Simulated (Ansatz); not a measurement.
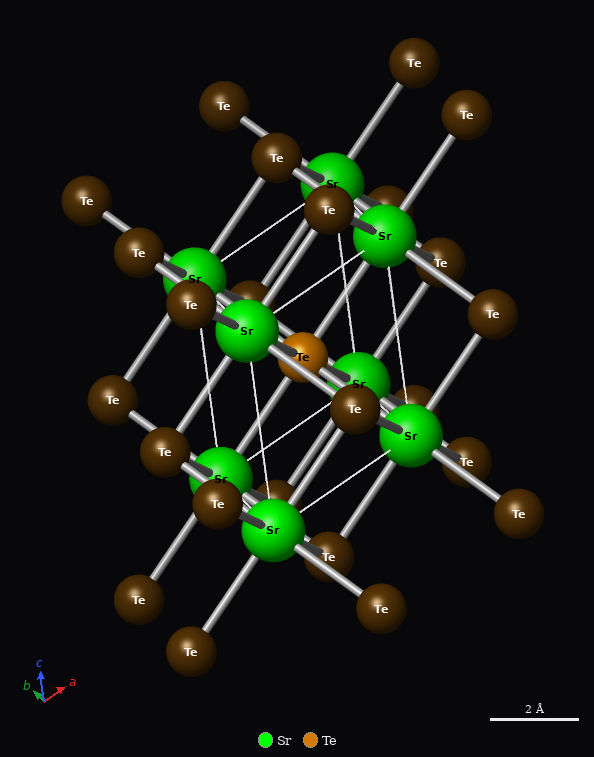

An orthographic ball-and-stick view of the structure, slightly off an axis. The edges of the simulation cell are marked. Every bond is drawn to its end, so some atoms lie outside the box, in fainter colours.

Input used:
```yaml
crystal:
  lattice:
    - [0.0, 3.3527582064, 3.3527582064]
    - [3.3527582064, 0.0, 3.3527582064]
    - [3.3527582064, 3.3527582064, 0.0]
  atoms:
    - { symbol: Sr, position: [0.0, 0.0, 0.0] }
    - { symbol: Te, position: [0.5, 0.5, 0.5] }
kpoints:
  mp_grid: { grid: [6, 6, 6] }
hamiltonian:
  xc: r2scan
scf:
  occupations: { method: fixed }
dielectric: {}
```

Method used: DFT, r2SCAN, plane waves, PAW in Ansatz 0.2.0. It ran with 500 eV cutoff, Brillouin-zone sampling on a 6×6×6 mesh, no spin polarisation.

**Does it come out as a metal, or with a gap?**

A semiconductor at this level, with a gap of 2.17 eV, indirect; the smallest direct gap is 2.91 eV.

**What is the mean of the ε∞ tensor's diagonal?**

ε∞ averages 5.3.

It derives from a structure type filled with these elements by a generator (whether the compound takes this form wasn't checked). Earlier steps of the study may have refined or changed the cell and positions. It went into a calculation with Ansatz.
